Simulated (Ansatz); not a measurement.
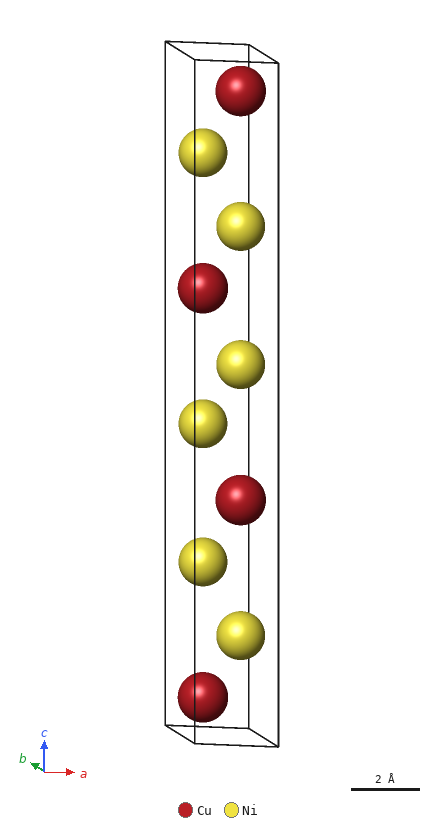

Spheres-only drawing of the structure, looking slightly off an axis. The edges of the conventional unit cell are marked. Cell: a = 2.51 Å, b = 2.51 Å, c = 20.76 Å, α = 90.00°, β = 90.00°, γ = 120.00°.

The structure comes from a structure type filled with these elements by a generator (whether the compound takes this form wasn't checked). Earlier steps of the study, as a rule a relaxation of our own, may have changed the cell and positions, so they can lie some per cent off the listed ones. It went into a calculation with Ansatz.

Describe the crystal.

Its composition is Cu2Ni3. Space group: P-3m1 (No. 164). Lattice: primitive hexagonal. Counting shared atoms by their share gives 4 Cu, 6 Ni, or 10 atoms. Each Ni atom is coordinated by nine Ni and three Cu in an anticuboctahedral arrangement (about 2.5 Å to Ni, 2.5 Å to Cu). Cu takes two kinds of site: 2d with nine Cu and three Ni in an anticuboctahedral arrangement (about 2.5 to 2.6 Å to Cu, 2.5 Å to Ni); 2d with six Cu and six Ni in an anticuboctahedral arrangement (about 2.5 Å to Cu, 2.5 Å to Ni).

All computed values are from DFT PBE, scalar-relativistic, plane waves, PAW (Ansatz 0.2.0). Settings: a basis cut at 420 eV, k-grid 18×18×2, Gaussian smearing of 0.1 eV, collinear spins.

Which atoms carry magnetic moments in this run, and how do they order?

The state reached is ferromagnetic. Sizes: Ni 0.5 μB; net moment 2.7 μB in the run's cell of 10 atoms.

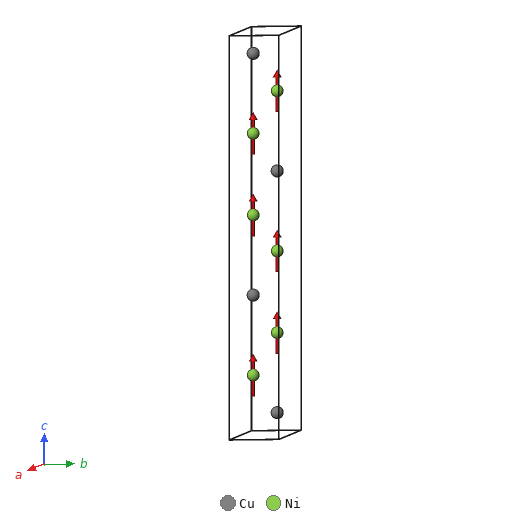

Site moments above 0.25 μB as arrows, small induced ones on non-metal atoms left out (red along the largest or up, blue against, purple across). The run's cell of 10 atoms is drawn.

Classify it as metallic or gapped, with the value.

A metal: bands cross the Fermi level.

Give the Bader charge of each element.

Cu +0.02 e; Ni -0.02 e.

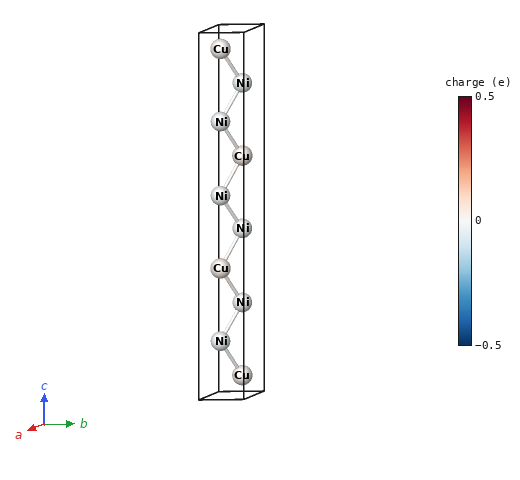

The atoms coloured by those charges. The run's cell of 10 atoms is drawn.

Is the structure in equilibrium?

Yes. All forces vanish to within 0.01 eV/Å. The pressure is 0.0 GPa, close to zero.
